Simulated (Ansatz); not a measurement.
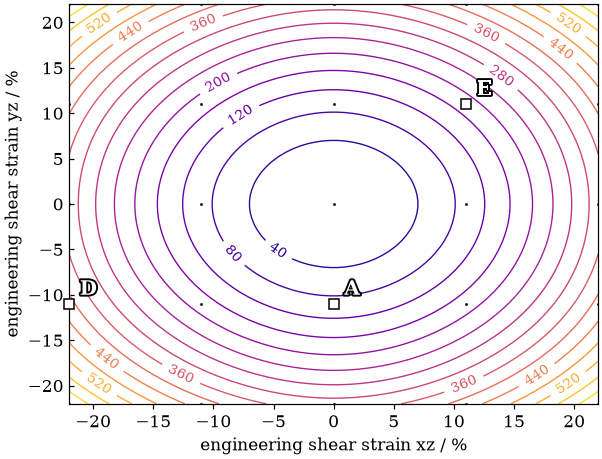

Re (P6_3/mmc, No. 194; 2 atoms in the cell). The energy is mapped over two homogeneous strains (x along [1 0 0], y along [1 2 0], z along [0 0 1] of the conventional cell). Coordinates scanned: (1) engineering shear strain xz; (2) engineering shear strain yz. Nothing is relaxed (fractional coordinates fixed). Grid: 5 × 5 points; 9 points were computed and 16 follow by symmetry. Points are written as (first, second). All energies are given in meV/atom relative to the lowest grid point. All numbers below come from Ansatz 0.2.0, DFT PBEsol, scalar-relativistic, plane waves, PAW. Settings: cutoff 420 eV, k-mesh 18×18×10 in the order of the run's cell vectors, gaussian smearing 0.15 eV, no spin polarisation.

In the figure: contour lines labelled in meV/atom, dots at the grid points, lettered points. Between grid points the surface is interpolated.

### Is A the lowest point of the computed grid?

No. A lies 93 meV/atom above the lowest grid point, which is at (0 %, 0 %).

### Which space group has the cell at each letter?

A: C2/m; D: P-1; E: P-1.

### Rank the lettered points by energy, lowest first.

A (93 meV/atom), E (181 meV/atom), D (413 meV/atom).
